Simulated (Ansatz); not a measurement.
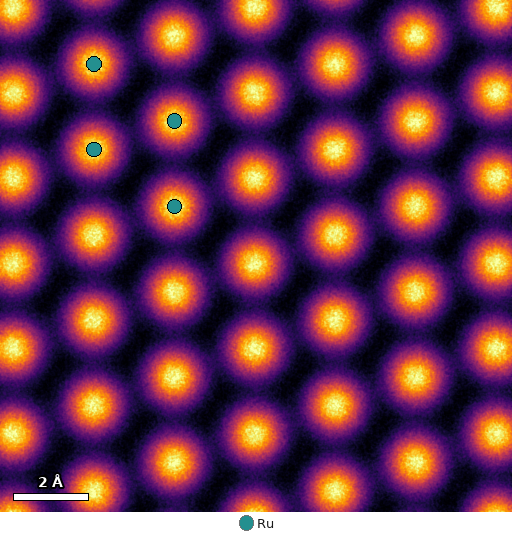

Dark-field STEM-like image of Ru (Fm-3m, No. 225) along [110]. Simulated incoherent Z contrast: every atom adds Z^1.7 spread by a probe of 1.30 Å full width; channelling and multiple scattering are left out. The probe carries 15 % of its weight in a tail 2.5 times as wide. Shot noise was added. Atomic positions: the geometry given to an electronic-structure calculation, possibly off equilibrium; the starting structure was generated, so it need not be a known form of this composition.

Coloured dots in one corner mark the columns of the model.

Describe what the image shows.

Answer. The columns repeat on a centred rectangular net of 2.69 × 3.81 Å (plane group c2mm). All columns are alike (Ru). The shortest distance between visible columns is 2.33 Å in projection. Along the beam the structure repeats every 2.69 Å.
